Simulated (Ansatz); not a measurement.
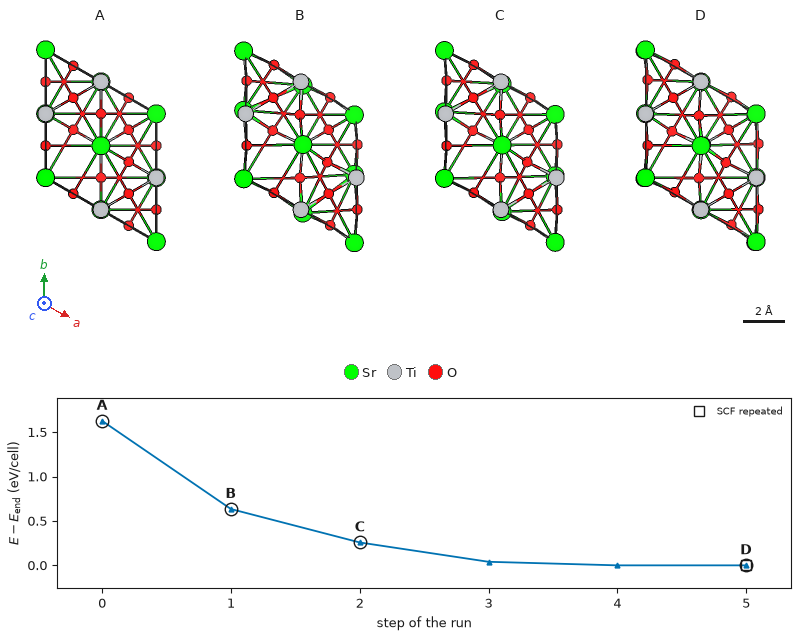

Frames of a relaxation of a defect cell of composition Sr4Ti4O11 (cell charge +2), marked on the history of the run. Style: ball-and-stick. Shown: the cell of the calculation, along the c axis.

Case: O on a O site beside a O vacancy, charge +2, atoms relaxed.

All numbers below come from Ansatz, DFT r2SCAN, scalar-relativistic, plane waves, PAW. Settings: plane-wave cutoff 500 eV; k-point mesh 2 × 2 × 2; occupations gaussian; smearing width 0.02 eV; mesh shifted by (0.5, 0.5, 0.5); no spin polarisation; atoms relaxed in a fixed cell; force threshold 0.02 eV/Å; at most 60 steps.

Describe the path.

Answer. The largest moves, 0.15 Å, are those of O atoms. By element the largest moves are O 0.15 Å, Ti 0.13 Å, Sr 0.01 Å. The cell stays as it was. Among the contacts that change: O–Ti 1.954 → 1.826 Å, O–Sr 2.763 → 2.862 Å, O–Sr 2.763 → 2.668 Å, Sr–Ti 3.384 → 3.467 Å. Among the angles between lasting bonds that change: O–Ti–O 180.0° → 163.7°, Ti–O–Ti 180.0° → 167.7°, O–Ti–O 180.0° → 171.7°. After 4 accepted moves (5 points after the start) the energy has fallen by 1.628 eV per cell of the calculation. Largest force component: 5.1 eV/Å at the start, 0.018 eV/Å at the end. 1 step only repeated the SCF at the same geometry. From step 0 to 1: Sr atoms move most (0.20 Å), energy −0.993 eV per cell of the calculation. From step 1 to 2: Sr atoms move most (0.08 Å), energy −0.377 eV per cell of the calculation. From step 2 to 5: Sr atoms move most (0.11 Å), energy −0.258 eV per cell of the calculation.

| step | E − E(0), meV/atom | largest force component, eV/Å | note |
| --- | --- | --- | --- |
| 0 | 0.00 | 5.1396 |  |
| 1 | -52.26 | 1.0740 |  |
| 2 | -72.09 | 0.5880 |  |
| 3 | -83.55 | 0.3649 |  |
| 4 | -85.66 | 0.0176 |  |
| 5 | -85.66 | 0.0181 | same geometry, SCF repeated |

Limits of the set-up: the periodic images lie only 6.8 Å apart, so the values are limited by the cell's size; the cell is charged, on a uniform background, and energies carry no finite-size correction.
